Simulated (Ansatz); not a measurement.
System: Au.

Input

```
crystal:
  lattice:
    - [1.411309965, -2.555933025, -0.1437712327]
    - [1.411309965, 2.555933025, 0.1437712327]
    - [0.0, 0.2752407906, 4.89316961]
  atoms:
    - { symbol: Au, position: [0.66532797, 0.33467203, 0.25] }
    - { symbol: Au, position: [0.33467203, 0.66532797, 0.75] }
basis:
  ecutwfc: 420
kpoints:
  mp_grid: { grid: [20, 20, 10] }
hamiltonian:
  xc: pbesol
scf:
  occupations: { method: gaussian, width: 0.15 }
output:
  forces: true
  stress: true
  eigenvalues: true
  write_density: true
  write_potential: true
  elf: true
  volumetric_format: npy
```

Launched as:

```sh
ansatz run input.yaml --threads 1 --pin off --max-ram 2560MiB --backend cpu --events-out ev --progress --plain --runs-dir out
```

Below, planes, directions and counts refer to the conventional cell (a = 5.12 Å, b = 2.82 Å, c = 4.90 Å, α = 90.00°, β = 96.44°, γ = 90.00°).

Space group C2/m; a structure from a database of computed crystals, not necessarily the ambient phase; changed on purpose from its base cell (strain +0.1125 x Voigt [0, 0, 0, 1, 0, 0], atoms carried along); computed pressure about −4 GPa in this cell.

The calculation used DFT PBEsol, scalar-relativistic, plane waves, PAW in Ansatz 0.2.0.

Question: Predict the valence pseudo-density and electron localisation function between the atoms.

Answer: Au–Au (2.82 Å): ρ is about 0.32 e/Å³ halfway; the ELF is about 0.25 at the midpoint; no localised pair shows between them.

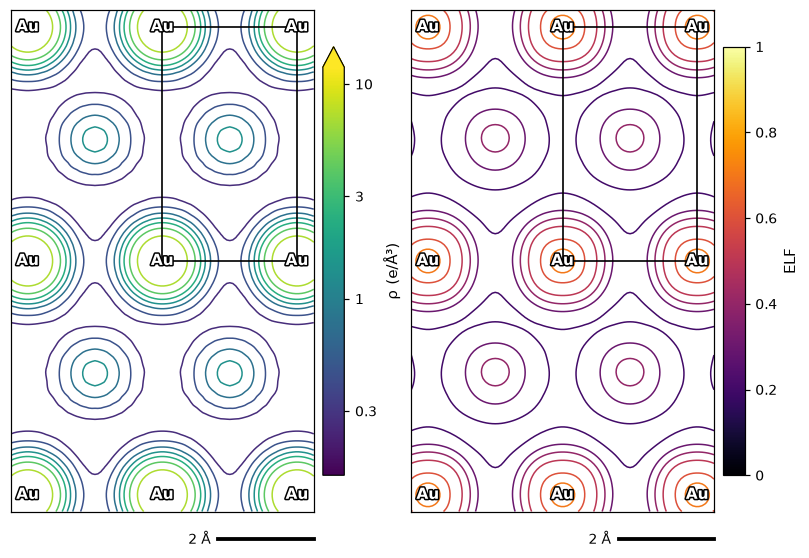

Computed valence pseudo-density and electron localisation function on the (100) plane of the conventional cell, in this order. Atoms just off the plane (Au, 0.9 Å away) can leave unmarked features too.

Core electrons are frozen (PAW), and the valence fields are smoothed inside the atomic spheres.
